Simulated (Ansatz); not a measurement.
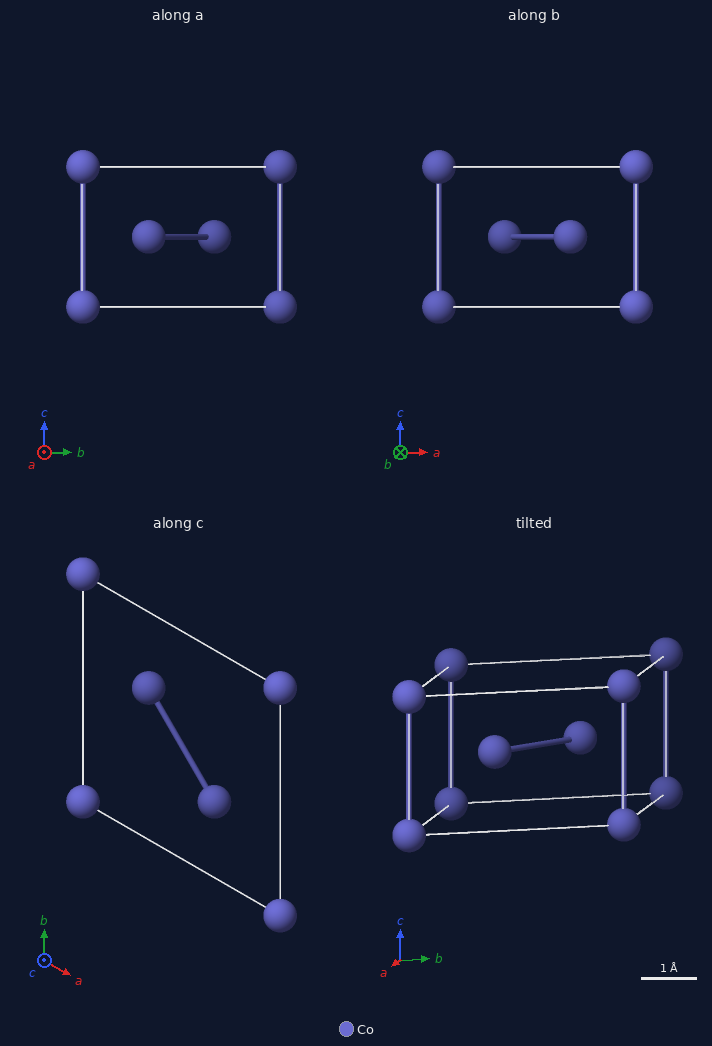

This ball-and-stick model is shown along the a axis, along the b axis, along the c axis and slightly off an axis. The wireframe shows the conventional unit cell.

Lattice parameters: a = 4.153 Å, b = 4.153 Å, c = 2.555 Å, α = 90.00°, β = 90.00°, γ = 120.00°.

### Express the structure as a table of Wyckoff sites.

Space group P6/mmm (No. 191).
| atom | site | x | y | z |
| --- | --- | --- | --- | --- |
| Co | 1a | 0.0000 | 0.0000 | 0.0000 |
| Co | 2d | 0.3333 | 0.6667 | 0.5000 |

Origin of the cell: a structure type filled with this element by a generator (whether the element takes this form wasn't checked). Earlier steps of the study may have refined or changed the cell and positions. It went into a calculation with Ansatz.

At this level of theory the cell isn't at rest (stretched, at -16 GPa), so its distances can differ from those at equilibrium, the more so the softer the solid.
